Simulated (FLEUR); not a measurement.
**Energy of PtSe2 along an even scaling of the cell**

System: PtSe2 (3 atoms in the cell).
Method: Kohn-Sham DFT of a periodic cell, Xalpha, all-electron, no spin polarisation (FLEUR MaX-R8.1 (later development tree)).

The 5 runs differ only in the geometry, by an even scaling of the cell at fixed fractional positions. The structure derives from an entry of the Crystallography Open Database.

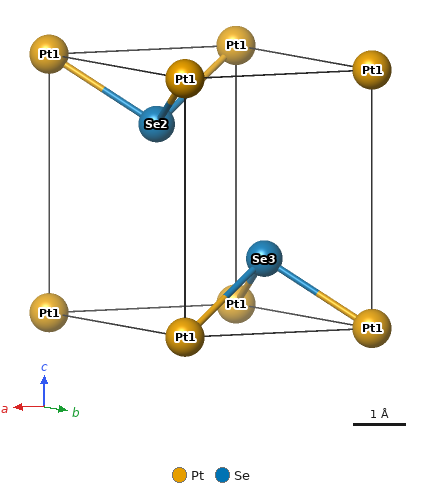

Figure 1. The structure of run 3 (ball-and-stick view of the cell of the calculation, seen at an oblique angle; atoms are numbered from 1 in the order of the input).

**Input of run 3**
```
<?xml version="1.0" encoding="UTF-8" standalone="no"?>
<fleurInput fleurInputVersion="0.39">
   <comment>
      PtSe2                                                                                               
   </comment>
   <calculationSetup>
      <cutoffs Kmax="5.3" Gmax="16.4" GmaxXC="16.4" numbands="0"/>
      <scfLoop itmax="60" minDistance="0.00001" maxIterBroyd="15" imix="Anderson" alpha="0.05" precondParam="0.0" spinf="2.0" sdNocoIR="T"/>
      <coreElectrons ctail="T" frcor="F" kcrel="0" coretail_lmax="0"/>
      <xcFunctional name="x-a" relativisticCorrections="F"/>
      <magnetism jspins="1"/>
      <soc l_soc="F" theta="0.0" phi="0.0" spav="F"/>
      <expertModes spex="0" secvar="F"/>
      <geometryOptimization l_f="F" forcealpha="1.0" forcemix="BFGS" epsdisp="0.00001" epsforce="0.00001"/>
      <ldaU l_linMix="F" mixParam="0.05" spinf="1.0"/>
   </calculationSetup>
   <cell>
      <bzIntegration valenceElectrons="50.0" mode="hist" fermiSmearingEnergy="0.00183747">
         <kPointListSelection listName="default-1"/>
         <!-- k-points included here -->
         <xi:include xmlns:xi="http://www.w3.org/2001/XInclude" href="kpts.xml"> </xi:include>
      </bzIntegration>
      <!-- symmetry operations included here -->
      <xi:include xmlns:xi="http://www.w3.org/2001/XInclude" href="sym.xml"> </xi:include>
      <bulkLattice scale="1.0000000000">
         <bravaisMatrix>
            <row-1>    7.0373400880104002     0.0000000000000000     0.0000000000000000</row-1>
            <row-2>   -3.5186700440052001     6.0945152913003797     0.0000000000000000</row-2>
            <row-3>    0.0000000000000000     0.0000000000000000     9.5657936427252004</row-3>
         </bravaisMatrix>
      </bulkLattice>
   </cell>
   <atomSpecies>
      <species name="Platinum (Pt)" element="Pt" atomicNumber="78">
         <mtSphere radius="2.39" gridPoints="813" logIncrement="0.016"/>
         <atomicCutoffs lmax="10" lnonsphr="8"/>
         <electronConfig flipSpins="F">
            <coreConfig>(1s1/2) (2s1/2) (2p1/2) (2p3/2) (3s1/2) (3p1/2) (3p3/2) (4s1/2) (3d3/2) (3d5/2) (4p1/2) (4p3/2) (4d3/2) (4d5/2) (4f5/2) (4f7/2)</coreConfig>
            <valenceConfig>(5s1/2) (5p1/2) (5p3/2) (6s1/2) (5d3/2) (5d5/2)</valenceConfig>
            <stateOccupation state="(6s1/2)" spinUp="0.500000" spinDown="0.500000"/>
            <stateOccupation state="(5d3/2)" spinUp="1.800000" spinDown="1.800000"/>
            <stateOccupation state="(5d5/2)" spinUp="2.700000" spinDown="2.700000"/>
         </electronConfig>
         <energyParameters s="6" p="6" d="5" f="5"/>
         <lo type="SCLO" l="0" n="5" eDeriv="0"/>
         <lo type="SCLO" l="1" n="5" eDeriv="0"/>
         <lo type="SCLO" l="1" n="5" eDeriv="1"/>
         <lo type="SCLO" l="2" n="5" eDeriv="2"/>
         <lo type="SCLO" l="3" n="5" eDeriv="2"/>
      </species>
      <species name="Selenium (Se)" element="Se" atomicNumber="34">
         <mtSphere radius="1.85" gridPoints="629" logIncrement="0.019"/>
         <atomicCutoffs lmax="8" lnonsphr="6"/>
         <electronConfig flipSpins="F">
            <coreConfig>(1s1/2) (2s1/2) (2p1/2) (2p3/2) (3s1/2) (3p1/2) (3p3/2)</coreConfig>
            <valenceConfig>(3d3/2) (3d5/2) (4s1/2) (4p1/2) (4p3/2)</valenceConfig>
            <stateOccupation state="(4p1/2)" spinUp="0.666667" spinDown="0.666667"/>
            <stateOccupation state="(4p3/2)" spinUp="1.333333" spinDown="1.333333"/>
         </electronConfig>
         <energyParameters s="4" p="4" d="4" f="4"/>
         <lo type="SCLO" l="2" n="3" eDeriv="0"/>
         <lo type="SCLO" l="0" n="4" eDeriv="2"/>
         <lo type="SCLO" l="1" n="4" eDeriv="2"/>
         <lo type="SCLO" l="3" n="4" eDeriv="2"/>
      </species>
   </atomSpecies>
   <atomGroups>
      <atomGroup species="Platinum (Pt)">
         <relPos label="                   1">.0000000000 .0000000000 .0000000000</relPos>
         <force calculate="T" relaxXYZ="TTT"/>
      </atomGroup>
      <atomGroup species="Selenium (Se)">
         <relPos label="                   2">-1.000/3.000 1.000/3.000 -1.000/4.000</relPos>
         <relPos label="                   3">1.000/3.000 -1.000/3.000 1.000/4.000</relPos>
         <force calculate="T" relaxXYZ="TTT"/>
      </atomGroup>
   </atomGroups>
   <output dos="F" band="F" slice="F">
      <checks vchk="F" cdinf="F"/>
      <bandDOS minEnergy="-.5*Htr" maxEnergy="0.5*Htr" sigma="0.015" storeEVData="T"/>
      <vacuumDOS vacdos="F" integ="F" star="F" nstars="0" locx1="0.0" locy1="0.0" locx2="0.0" locy2="0.0" nstm="0" tworkf="0.0"/>
      <unfoldingBand unfoldBand="F" supercellX="1" supercellY="1" supercellZ="1"/>
      <plotting iplot="0" polar="F">
         <plot TwoD="T" vec1="  1.0  0.0  0.0" vec2="  0.0  1.0  0.0" vec3="  0.0  0.0  1.0" zero="  0.0  0.0  0.0" file="plot"/>
      </plotting>
      <chargeDensitySlicing numkpt="0" minEigenval="0.0" maxEigenval="0.0" nnne="0" pallst="F"/>
      <specialOutput eonly="F"/>
      <moessbauerParams electricFieldGradient="T" isomerShift="T" coreHyperfine="T" valenceHyperfine="T"/>
      <magneticCircularDichroism mcd="F" energyLo="-10.0" energyUp="0.0"/>
   </output>
  <!-- We include the file relax.xml here to enable relaxations (see documentation) -->
  <xi:include xmlns:xi="http://www.w3.org/2001/XInclude" href="relax.xml"> <xi:fallback/> </xi:include>
</fleurInput>
```

Command:
```bash
inpgen -f crystal.txt -profile fastHighL; fleur_MPI
```

Lattice vectors (Å) and fractional positions of run 3:
```
   3.724000    0.000000    0.000000
  -1.862000    3.225079    0.000000
   0.000000    0.000000    5.062000
Pt  0.000000  0.000000  0.000000
Se  0.666667  0.333333  0.750000
Se  0.333333  0.666667  0.250000
```

Run 2 has the same physical settings and fractional positions; its lattice vectors (Å) are:
```
   3.673670    0.000000    0.000000
  -1.836835    3.181491    0.000000
   0.000000    0.000000    4.993586
```

**Results, with one run withheld**

| run | volume per atom (Å³) | free energy per atom, from the lowest run given (meV) |
| --- | --- | --- |
| 1 | 19.049 | 98.77 |
| 2 | 19.455 | ? |
| 3 | 20.265 | 16.42 |
| 4 | 21.076 | 0.00 |
| 5 | 21.481 | 0.92 |

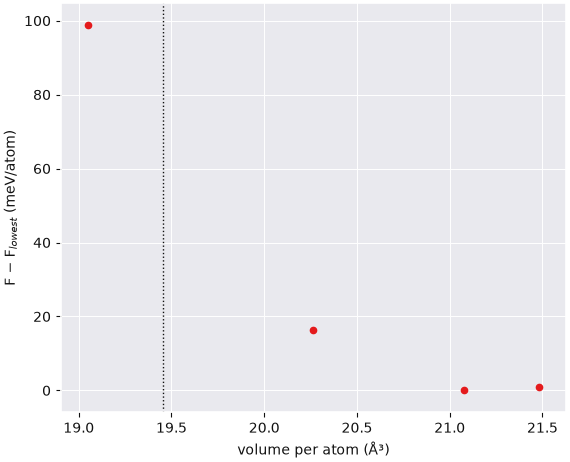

Figure 2. Free energy per atom of the runs given; the dotted line marks run 2.

What should run 2 give?

A quadratic polynomial in V^(−2/3) (the Birch–Murnaghan form), fitted to the 4 runs given, misses them by at most 0.13 meV per atom. With x = V^(−2/3) − 0.13380 Å⁻², it reads F = 10.826 + 6917.3 x + 1.0653e+06 x² (meV per atom). At run 2 it gives 62.60 meV per atom, and the run itself gives 62.44. The fit has its minimum at 21.199 Å³ per atom, where V d²F/dV² gives 122 GPa. Cell shape and fractional positions are held, so this is the stiffness under even scaling; the relaxed bulk modulus wasn't computed and can be far lower in a crystal of layers, chains or molecules like this one.

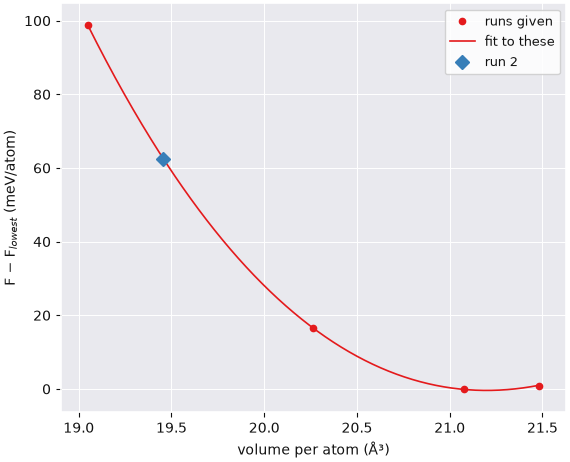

Figure 3. The fit and the withheld run.

**Output (run 2)**
```
Welcome to FLEUR        (www.flapw.de)
      MaX-Release 8.1          (www.max-centre.eu)

 ========== k-point set info ==========
 Selected k-point list: default-1
 k-point list type: mesh
 8 x 8 x 5
 Number of k points: 40

 ------------Calculation Setup---------------------------
 Number of MPI-tasks      :            1
 Number of PE/node        :            1
 Number of OMP-threads    :            1
 Most efficient MPI parallelization for:
           1           2           4           5           8          10          20          40
 Additional eigenvalue parallelization possible
 Number of basis functions:         1113
 Approximate size of matrices (H+S) per k-point:         0.018 GB
 --------------------------------------------------------

 Iteration:     1   Distance:      14.47643367 me/bohr^3

 Iteration:     2   Distance:      12.33851645 me/bohr^3

 Iteration:     3   Distance:       6.21349528 me/bohr^3

 Iteration:     4   Distance:       3.36329865 me/bohr^3

 Iteration:     5   Distance:       1.62508085 me/bohr^3

 Iteration:     6   Distance:       0.49146347 me/bohr^3

 Iteration:     7   Distance:       0.42328806 me/bohr^3

 Iteration:     8   Distance:       0.08547172 me/bohr^3

 Iteration:     9   Distance:       0.03322806 me/bohr^3

 Iteration:    10   Distance:       0.01189739 me/bohr^3

 Iteration:    11   Distance:       0.00215003 me/bohr^3

 Iteration:    12   Distance:       0.00204666 me/bohr^3

 Iteration:    13   Distance:       0.00038775 me/bohr^3

 Iteration:    14   Distance:       0.00007832 me/bohr^3

 Iteration:    15   Distance:       0.00007252 me/bohr^3

 Iteration:    16   Distance:       0.00006613 me/bohr^3

 Iteration:    17   Distance:       0.00003554 me/bohr^3

 Iteration:    18   Distance:       0.00001595 me/bohr^3

 Iteration:    19   Distance:       0.00000475 me/bohr^3

 ********************************************************************
 Run finished successfully
 Stop message:
   all done
 ********************************************************************
```

Notes: Spin–orbit coupling is left out, which matters for Pt.
